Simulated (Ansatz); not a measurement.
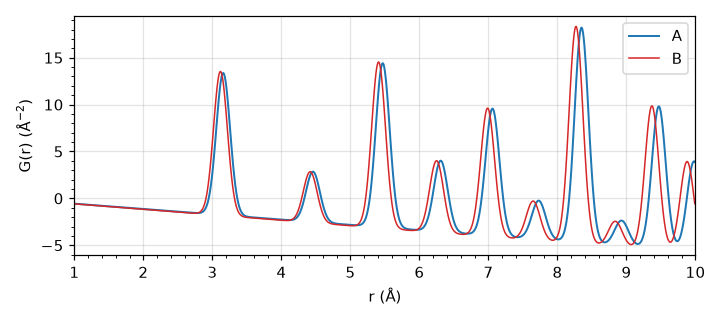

Each curve is a calculated X-ray PDF: distances of the static structure, each pair weighted by the product of the atomic numbers (X-ray weights at Q = 0), broadened by Gaussians with σ = 0.10 Å. There is no Q-range truncation. Both curves are of Zr in space group Fm-3m, for two cells of different size. A: the input geometry of an electronic-structure calculation (not necessarily at equilibrium); the starting structure was generated, so it need not be a known form of this composition; B: the geometry relaxed with Ansatz, DFT, LDA (PW92), plane waves (420 eV) with PAW, scalar-relativistic; the starting structure was generated, so it need not be a known form of this composition.

> How does the volume of B compare with that of A?

Cell A is larger: the volume of B is 3.0 % below that of A (22.24 and 21.56 Å³ per atom), a mean linear change of -1.0 %. The shortest distance is 3.156 Å in A and 3.124 Å in B.

> Give both cells.

Cell A: a = 4.464 Å, b = 4.464 Å, c = 4.464 Å, α = 90.00°, β = 90.00°, γ = 90.00°
Cell B: a = 4.418 Å, b = 4.418 Å, c = 4.418 Å, α = 90.00°, β = 90.00°, γ = 90.00°
